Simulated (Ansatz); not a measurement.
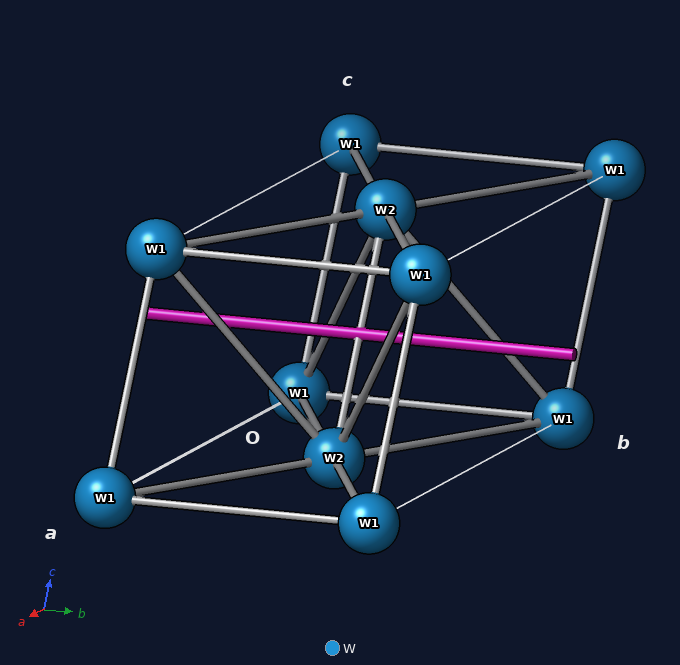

For W, coordinates from a relaxation (final pressure about -2.3 GPa) with DFT PBEsol, scalar-relativistic, plane waves, PAW in Ansatz: the coloured rod is the axis of a symmetry operation of the crystal. All values are computed from the atomic coordinates in the standard setting (tolerance 0.002 Å).

a = 4.967 Å, b = 2.868 Å, c = 2.622 Å, α = 90.00°, β = 120.08°, γ = 90.00°.

```json
{"atom": "W1", "x": "0.0000", "y": "0.0000", "z": "0.0000"}
{"atom": "W2", "x": "0.5000", "y": "0.5000", "z": "0.0000"}
```

Take the operation x, y, z → −x+1, y, −z+1.

**What kind of operation is it, and where does it lie?**

It is a 2-fold rotation, about the line along [0 1 0] through (1/2, 1/2, 1/2).

**Onto which atom does it carry each atom (up to whole multiples of a, b and c)?**

W1 → W1, W2 → W2.

**What is the crystal's space group?**

C2/m (No. 12).
